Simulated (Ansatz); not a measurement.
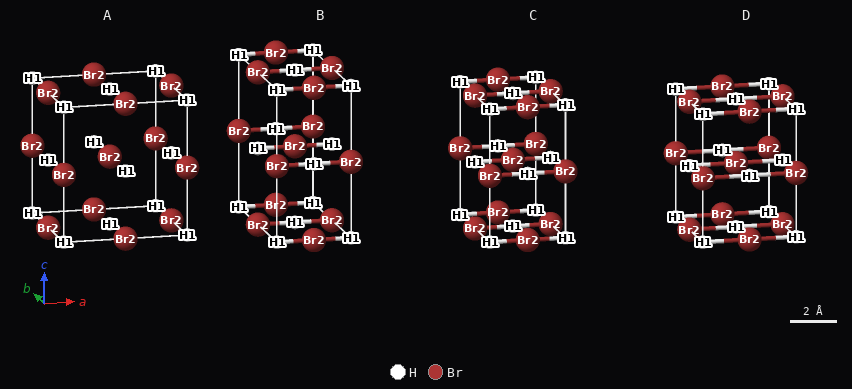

4 geometries from one relaxation of a crystal of HBr (set up in Fmmm) (coarse preliminary run), in shuffled order. The picture is a ball-and-stick view of the conventional cell (4 times the calculation's cell), seen slightly off an axis. Lengths and directions refer to the drawn axes.

Method: Ansatz, DFT LDA, scalar-relativistic, plane waves, PAW. Set-up: plane-wave cutoff 420 eV; k-point mesh 6 × 6 × 6; occupations gaussian; smearing width 0.1 eV; no spin polarisation; cell and atoms relaxed; force threshold 0.05 eV/Å; at most 80 steps.

Q: Order the frames from highest to lowest energy.

A: A, D, C, B. They are steps 0, 5, 8, 18, at +1094 meV per atom, +454 meV per atom, +119 meV per atom relative to the last. The atoms keep their places relative to the cell (all moves are under 0.005 Å). The drawn cell changes as follows: a 5.555 → 3.342 Å (−39.8 %), b 5.640 → 6.814 Å (+20.8 %), c 6.063 → 6.846 Å (+12.9 %); the volume changes by −17.9 %. Among the contacts that change: Br2–Br2 5.555 → 3.342 Å, H1–Br2 2.777 → 1.671 Å. New bonds form, among them: H1–Br2 (2.78 → 1.67 Å). The space group stays Fmmm (No. 69). After 15 accepted moves (18 points after the start) the energy has fallen by 1094 meV per atom. All forces vanish by symmetry, so only the cell relaxes. The pressure goes from −9.29 to 0.11 GPa. The line search rejected the trial step at point 14 of the run. At 2 points the geometry stayed and the basis and grid were re-selected for the new cell (energy shift of 3.8 meV per atom at most each time).
